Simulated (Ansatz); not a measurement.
Structure of Hg:

```cif
data_structure
_symmetry_space_group_name_H-M 'P 1'
_symmetry_Int_Tables_number 1
_cell_length_a 10.4446
_cell_length_b 10.4446
_cell_length_c 10.4446
_cell_angle_alpha 90.000
_cell_angle_beta 90.000
_cell_angle_gamma 90.000
_cell_volume 1139.39
loop_
_atom_site_label
_atom_site_type_symbol
_atom_site_fract_x
_atom_site_fract_y
_atom_site_fract_z
_atom_site_occupancy
Hg1 Hg 0.00000 0.00000 0.00000 1
Hg2 Hg 0.50000 0.50000 0.50000 1
Hg3 Hg 0.25000 0.00000 0.50000 1
Hg4 Hg 0.75000 0.00000 0.50000 1
Hg5 Hg 0.50000 0.25000 0.00000 1
Hg6 Hg 0.50000 0.75000 0.00000 1
Hg7 Hg 0.00000 0.50000 0.25000 1
Hg8 Hg 0.00000 0.50000 0.75000 1
```

Structure used: coordinates from a relaxation with Ansatz, DFT, BLYP, plane waves (420 eV) with PAW, scalar-relativistic; the starting structure was generated, so it need not be a known form of this composition.

> Where will the first 3 clear peaks of its X-ray PDF lie (peak width σ = 0.12 Å), and from which pairs do they come?

1. 5.22 Å: Hg–Hg at 5.22 Å
2. 5.84 Å: Hg–Hg at 5.84 Å
3. 6.40 Å: Hg–Hg at 6.40 Å

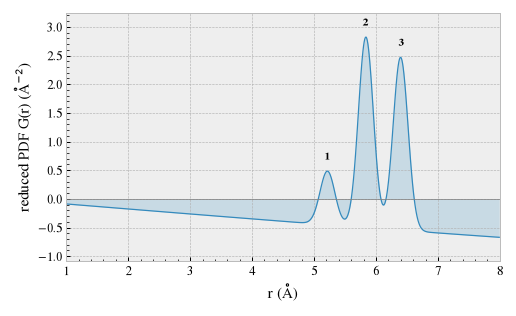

The curve is a calculated X-ray PDF: distances of the static structure, each pair weighted by the product of the atomic numbers (X-ray weights at Q = 0), broadened by Gaussians with σ = 0.12 Å, damped by exp(−(Q_damp r)²/2) with Q_damp = 0.040 Å⁻¹. There is no Q-range truncation.
